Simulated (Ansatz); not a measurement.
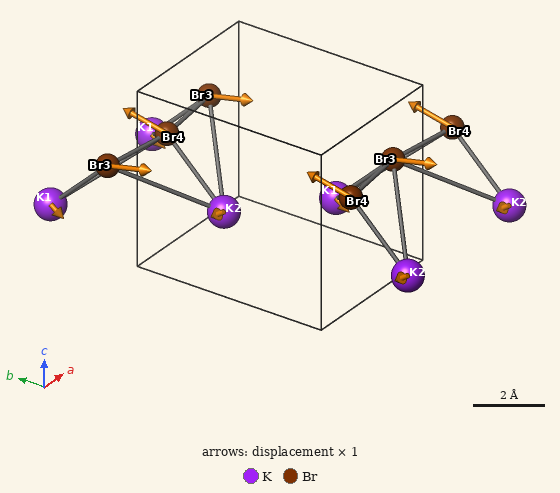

This is a relaxation of crystalline KBr (built on the random type) (coarse preliminary run). The starting structure is drawn; orange arrows show the displacements (the part carried along by the change of the cell is left out), at their true length.

Style: ball-and-stick. Shown: the cell of the calculation, from a free direction.

Case: random cell with space group Pma2 (No. 28).

Level of theory: Ansatz, DFT PBE, scalar-relativistic, plane waves, PAW. Set-up: plane-wave cutoff 420 eV; k-point mesh 4 × 4 × 4; occupations gaussian; smearing width 0.1 eV; no spin polarisation; cell and atoms relaxed; force threshold 0.04 eV/Å; at most 70 steps.

What did the optimiser do to the structure, and how much energy did it gain?

The largest moves relative to the cell, 1.59 Å, are those of Br3 and Br4. Br4 goes along [0 3 1]. By element the largest moves are Br 1.59 Å, K 0.58 Å. Cell: a 5.008 → 5.772 Å (+15.3 %), b 6.428 → 5.661 Å (−11.9 %), c 5.724 → 4.047 Å (−29.3 %). Volume −28.2 %. Some distances before and after: K1–Br3 5.852 → 3.481 Å, K1–Br4 5.108 → 3.529 Å, Br3–Br4 2.522 → 4.052 Å, K1–Br3 (another image) 4.829 → 3.473 Å. New bonds form: K1–Br3 (4.30 → 3.49 Å), K1–Br3 (4.83 → 3.47 Å), K1–Br3 (5.85 → 3.48 Å), K1–Br4 (5.11 → 3.53 Å). Bond angles that change, for instance: Br4–K1–Br4 80.0° → 110.1°, K2–Br3–K2 80.0° → 110.1°, K1–Br3–K2 95.0° → 70.4°. The space group stays Pma2 (No. 28). After 14 accepted moves (15 points after the start) the energy has fallen by 1581 meV per atom. Largest force component: 0.84 eV/Å at the start, 0.013 eV/Å at the end. The pressure goes from 6.94 to −0.03 GPa. At 1 point the geometry stayed and the basis and grid were re-selected for the new cell (energy shift of 0.1 meV per atom at most each time). Cost: 2.7 min on 1 thread of Arm Neoverse V1 (shared host), peak memory 0.39 GiB.
